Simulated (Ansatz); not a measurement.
Consider TaAs.

```
Ta As
1.0
     1.70772   -2.95785    3.48206
    -1.70772    2.95785    3.48206
    -5.12315   -2.95785    0.00000
Ta As
4 4
Direct
  0.75000 0.75000 0.33333
  0.25000 0.25000 0.33333
  0.00000 0.50000 0.83333
  0.50000 0.00000 0.83333
  0.50000 0.50000 0.00000
  0.00000 0.00000 0.00000
  0.75000 0.25000 0.50000
  0.25000 0.75000 0.50000
```

Space group P-6m2.

All numbers below come from DFT PBE, scalar-relativistic, plane waves, PAW (Ansatz 0.2.0).

Q: What will maps of the valence pseudo-density and electron localisation function show?

A: Ta–As (2.63 Å): ρ at the midpoint is about 0.41 e/Å³; the ELF is about 0.45 at the midpoint.

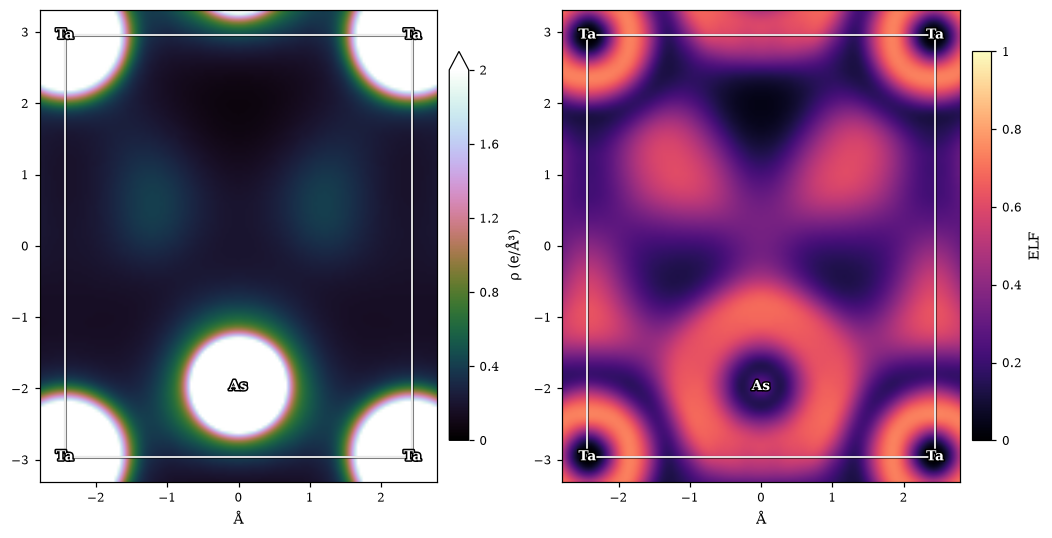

Computed valence pseudo-density and electron localisation function on the (100) plane of the calculation cell, in this order. 

In a PAW calculation such maps are meaningful between the atoms, not at the nuclei.
